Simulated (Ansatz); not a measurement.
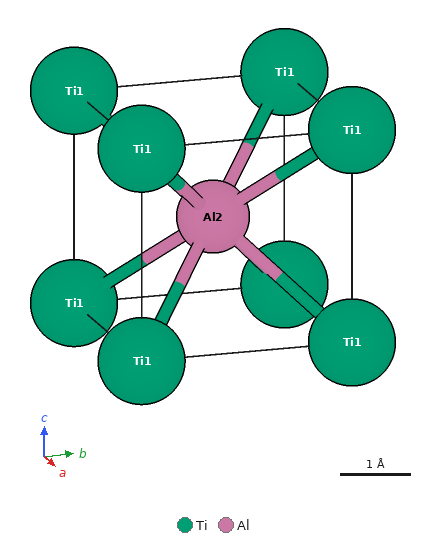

Fig. 1: The input geometry of run 1 (ball-and-stick view of the cell of the calculation, seen slightly off an axis; atoms are numbered from 1 in the order of the input). An atom can appear more than once, as a periodic image.

## What a change does: geometry relaxation on TiAl

System: TiAl (Pm-3m, 2 atoms in the cell).
Method of run 1: Kohn-Sham DFT of a periodic cell, B3LYP, Ansatz PAW, no spin polarisation (Ansatz 0.2.0).

The structure derives from a Materials Project entry. Text and figures count atoms from 1; the logs count them from 0 in places.

Input file, run 1:
```yaml
crystal:
  lattice:
    - [3.179064, 0.0, 0.0]
    - [0.0, 3.179064, 0.0]
    - [0.0, 0.0, 3.179064]
  atoms:
    - { symbol: Ti, position: [0.0, 0.0, 0.0] }
    - { symbol: Al, position: [0.5, 0.5, 0.5] }
hamiltonian:
  xc: b3lyp
  pseudopotentials: { kind: paw }
kpoints:
  mp_grid: { grid: [4, 4, 4] }
scf:
  occupations: { method: fermi_dirac, width: 0.05 }
output:
  forces: true
  stress: true
  eigenvalues: true
  write_density: true
  write_potential: true
  elf: true
  volumetric_format: npy
relax:
  f_tol: 0.01
  max_steps: 40
  cell: { stress_tol: 0.05 }
```

Hardware: 1 × NVIDIA H100 80GB HBM3, 2 threads of AMD EPYC (Zen 3), 1656 GiB of memory available, shared host.

Output, shortened to warnings, some set-up lines, iterations and results (run 1):
```
Basis set: ecut = 420 eV, 619 PW (Γ), exchange–correlation on 48×48×48 points (8 copies of the dense FFT grid, shifted against one another)
Symmetry: 48 space group operations
k-points: 10 of 64
Initial density: superposition of atomic densities (neutral atoms: chi_scale 0, normalization atom), corrected by the library's trained network
[...]
SCF iter   1: F=—  HF=-3045.452105 eV  |F-HF|=—  |Δ(HF+E_count)|=         —  Δρ=1.15e-2  dr2=5.47e-2  ethr=1.77e-3  ⟨swp⟩=5.8  Hψ=496  notcnv=0
SCF iter   2: F=—  HF=-3045.445064 eV  |F-HF|=—  |Δ(HF+E_count)|=   7.04e-3  Δρ=7.39e-3  dr2=2.47e-2  ethr=3.65e-4  ⟨swp⟩=2.2  Hψ=239  notcnv=0  defer=1
SCF iter   3: F=—  HF=-3045.441919 eV  |F-HF|=—  |Δ(HF+E_count)|=   3.15e-3  Δρ=1.26e-3  dr2=7.77e-4  ethr=5.14e-6  ⟨swp⟩=3.2  Hψ=534  notcnv=0
SCF iter   4: F=—  HF=-3045.441800 eV  |F-HF|=—  |Δ(HF+E_count)|=   1.19e-4  Δρ=4.23e-4  dr2=7.52e-5  ethr=5.14e-6  ⟨swp⟩=2.7  Hψ=212  notcnv=0
SCF iter   5: F=—  HF=-3045.441813 eV  |F-HF|=—  |Δ(HF+E_count)|=   1.33e-5  Δρ=2.00e-4  dr2=1.93e-5  ethr=5.01e-7  ⟨swp⟩=4.4  Hψ=271  notcnv=0
[... 86 lines ...]
SCF 11 converged in 6 iterations: F = -3046.181408 eV  dr2 = 1.34e-11
SCF iter   1: F=—  HF=-3046.181409 eV  |F-HF|=—  |Δ(HF+E_count)|=         —  Δρ=2.29e-7  dr2=1.80e-11  ethr=2.15e-11  ⟨swp⟩=13.0  Hψ=578  notcnv=0
SCF iter   2: F=-3046.181409 eV  HF=-3046.181409 eV  |F-HF|=1.00e-11  |Δ(HF+E_count)|=  1.14e-11  Δρ=8.26e-8  dr2=7.59e-13  ethr=1.00e-12  ⟨swp⟩=2.0  Hψ=196  notcnv=0
SCF 12 converged in 2 iterations: F = -3046.181409 eV  dr2 = 7.59e-13
relax step   4: F+E_penalty+E_count = -3046.18140860 eV  Δ(F+E_penalty+E_count) = -9.833e-5 eV  max|allowed force component| = 7.642e-31 eV/Å  Δτ_max = 0.0000 Å  P = -0.012 …
basis re-selected at this cell: Δ(F+E_penalty+E_count) = -9.833e-5 eV, ΔP = +0.007 GPa vs the last step (what re-selecting the basis moved, of the pressure what is left beyond the Pulay correction that the steps carried, after the strain that the cell walked since its last selection, with what the …
hybrid SCF converged: 2 outer / 8 inner (+0 warm-up), last move |dexx| = 2.40e-12 eV, tail = 2.24e-12 eV
Stability not checked: this state was not tested for a lower state beside it, because the functional holds exact exchange (a hybrid, or Hartree-Fock), whose exchange loop this test does not read (fock_operator; see scf.lower_state_search)
Free energy (F): -3046.181409 eV
Frozen-core exchange: fock
Harris-Foulkes:  -3046.181409 eV  (|F-HF|=1.00e-11)
Internal energy: -3046.170131 eV  (E = F + TS)
E sigma→0 (E₀):  -3046.175770 eV
Entropy (-TS):   -0.011277 eV (-5.639 meV/atom)
Fermi energy:    11.577366 eV
--- Per-component energies (eV) ---
  E_band       = -194.117174
  E_kinetic    = 295.772262
  E_local      = -1022.476771  (includes V_loc(G=0)·N_el)
  E_nonlocal   = 17.891715
  E_hartree    = 432.394692
  E_xc         = -111.800498
  E_vxc        = -122.402179  (∫ρ·V_xc dr)
  E_exx        = -39.039083  (= α·E_x^exact, valence–valence)
  E_paw        = -1510.241553  (= ΣΔE_a)
  E_vpaw       = -149.613562  (= ΣTr[D̂ρ^β])
  E_aug_tail   = 0.000118  (compensation charges beyond the density's cutoff)
  E_ewald      = -1108.554917
  E_core_change = -0.116097  (= ΣΔE_core)
  E_smearing   = -0.011277  (= −TS)
  E_closure    = 0.000000  (closes the sum)
  Σ components = -3046.181409   (vs F -3046.181409, Δ=-4.55e-13)
--- Forces (eV/Å), atoms counted from 1 ---
  atom   1  Ti     0.00000000    -0.00000000    -0.00000000
  atom   2  Al    -0.00000000    -0.00000000    -0.00000000
  max |Σ_I F_I| component: 1.63e-30 eV/Å
--- Stress (GPa, compression-positive) ---
       -0.012211       0.000000      -0.000000
        0.000000      -0.012211       0.000000
       -0.000000       0.000000      -0.012211
  P = ⅓ Tr σ = -0.0122 GPa (-0.122 kbar)
--- Relaxed structure (3 steps of the walk, 3 accepted, 1 SCFs on fresh bases) ---
  F+E_penalty+E_count = -3046.18140860 eV   max|allowed force component| = 7.642e-31 eV/Å   (the final SCF, on the basis selected at the relaxed cell)
  cell:  # Å, volume = 32.5972 Å³
[...]
```

Run 2 used a changed input.

The two runs side by side:

```csv
quantity,run 1,run 2
outcome,converged,converged
free energy per atom (eV),−1523.0907,−1518.7116
"energy per atom, smearing taken to zero (eV)",−1523.0879,−1518.7072
gap on the mesh (eV),0.00,0.00
pressure (GPa),−0.01,−0.01
volume per atom (Å³),16.30,15.92
largest force (eV/Å),0.000,0.000
irreducible k-points,10,10
wall time (shared host),100 s,80 s
```

What was changed in the input?

The change (lines with − go, lines with + come):
```diff
-  xc: b3lyp
+  xc: hse06
```

The total energies belong to different methods, so their difference says nothing on which is more stable or more accurate. The volume per atom goes from 16.30 to 15.92 Å³. The functional changes from b3lyp to HSE06.

Output, shortened to warnings, some set-up lines, iterations and results (run 2):
```
Basis set: ecut = 420 eV, 619 PW (Γ), exchange–correlation on 48×48×48 points (8 copies of the dense FFT grid, shifted against one another)
Symmetry: 48 space group operations
k-points: 10 of 64
Initial density: superposition of atomic densities (neutral atoms: chi_scale 0, normalization atom), corrected by the library's trained network
[...]
SCF iter   1: F=—  HF=-3037.711528 eV  |F-HF|=—  |Δ(HF+E_count)|=         —  Δρ=1.89e-3  dr2=7.31e-4  ethr=1.77e-3  ⟨swp⟩=6.4  Hψ=514  notcnv=0
SCF iter   2: F=—  HF=-3037.711827 eV  |F-HF|=—  |Δ(HF+E_count)|=   2.99e-4  Δρ=9.00e-4  dr2=1.39e-4  ethr=4.87e-6  ⟨swp⟩=3.5  Hψ=293  notcnv=0
SCF iter   3: F=—  HF=-3037.711903 eV  |F-HF|=—  |Δ(HF+E_count)|=   7.66e-5  Δρ=1.12e-4  dr2=1.85e-6  ethr=1.47e-8  ⟨swp⟩=4.6  Hψ=507  notcnv=0
SCF iter   4: F=—  HF=-3037.711905 eV  |F-HF|=—  |Δ(HF+E_count)|=   1.33e-6  Δρ=8.90e-6  dr2=2.89e-8  ethr=1.24e-8  ⟨swp⟩=2.0  Hψ=202  notcnv=0
SCF iter   5: F=—  HF=-3037.711905 eV  |F-HF|=—  |Δ(HF+E_count)|=   2.06e-9  Δρ=3.32e-6  dr2=4.35e-9  ethr=1.93e-10  ⟨swp⟩=3.9  Hψ=290  notcnv=0
[... 73 lines ...]
SCF 12 converged in 6 iterations: F = -3037.423256 eV  dr2 = 1.27e-12
SCF iter   1: F=—  HF=-3037.423256 eV  |F-HF|=—  |Δ(HF+E_count)|=         —  Δρ=2.89e-7  dr2=3.24e-11  ethr=6.23e-12  ⟨swp⟩=12.5  Hψ=576  notcnv=0
SCF iter   2: F=-3037.423256 eV  HF=-3037.423256 eV  |F-HF|=9.09e-13  |Δ(HF+E_count)|=  2.27e-12  Δρ=1.17e-7  dr2=3.28e-12  ethr=1.00e-12  ⟨swp⟩=3.5  Hψ=218  notcnv=0
SCF 13 converged in 2 iterations: F = -3037.423256 eV  dr2 = 3.28e-12
relax step   4: F+E_penalty+E_count = -3037.42325613 eV  Δ(F+E_penalty+E_count) = +1.330e-4 eV  max|allowed force component| = 2.576e-31 eV/Å  Δτ_max = 0.0000 Å  P = -0.005 …
basis re-selected at this cell: Δ(F+E_penalty+E_count) = +1.330e-4 eV, ΔP = +0.005 GPa vs the last step (what re-selecting the basis moved, of the pressure what is left beyond the Pulay correction that the steps carried, after the strain that the cell walked since its last selection, with what the …
hybrid SCF converged: 2 outer / 8 inner (+0 warm-up), last move |dexx| = 7.80e-12 eV, tail = 7.73e-12 eV
Stability not checked: this state was not tested for a lower state beside it, because the functional holds exact exchange (a hybrid, or Hartree-Fock), whose exchange loop this test does not read (fock_operator; see scf.lower_state_search)
Free energy (F): -3037.423256 eV
Frozen-core exchange: fock
Harris-Foulkes:  -3037.423256 eV  (|F-HF|=9.09e-13)
Internal energy: -3037.405480 eV  (E = F + TS)
E sigma→0 (E₀):  -3037.414368 eV
Entropy (-TS):   -0.017776 eV (-8.888 meV/atom)
Fermi energy:    11.657911 eV
--- Per-component energies (eV) ---
  E_band       = -193.806244
  E_kinetic    = 296.522896
  E_local      = -1006.681253  (includes V_loc(G=0)·N_el)
  E_nonlocal   = 16.108446
  E_hartree    = 426.580179
  E_xc         = -112.171303
  E_vxc        = -122.471927  (∫ρ·V_xc dr)
  E_exx        = -42.938973  (= α·E_x^exact, valence–valence)
  E_paw        = -1497.321181  (= ΣΔE_a)
  E_vpaw       = -144.566882  (= ΣTr[D̂ρ^β])
  E_aug_tail   = 0.000123  (compensation charges beyond the density's cutoff)
  E_ewald      = -1117.287630
  E_core_change = -0.216786  (= ΣΔE_core)
  E_smearing   = -0.017776  (= −TS)
  E_closure    = 0.000000  (closes the sum)
  Σ components = -3037.423256   (vs F -3037.423256, Δ=0.00e0)
--- Forces (eV/Å), atoms counted from 1 ---
  atom   1  Ti     0.00000000     0.00000000     0.00000000
  atom   2  Al     0.00000000    -0.00000000     0.00000000
  max |Σ_I F_I| component: 6.00e-31 eV/Å
--- Stress (GPa, compression-positive) ---
       -0.005305      -0.000000       0.000000
       -0.000000      -0.005305       0.000000
        0.000000       0.000000      -0.005305
  P = ⅓ Tr σ = -0.0053 GPa (-0.053 kbar)
--- Relaxed structure (3 steps of the walk, 3 accepted, 1 SCFs on fresh bases) ---
  F+E_penalty+E_count = -3037.42325613 eV   max|allowed force component| = 2.576e-31 eV/Å   (the final SCF, on the basis selected at the relaxed cell)
  cell:  # Å, volume = 31.8389 Å³
[...]
```

For both runs: The k-point mesh is coarse for a cell of this size, so the results may not be converged. For run 1: Points of doubt noted for this run: forces on files of another functional.
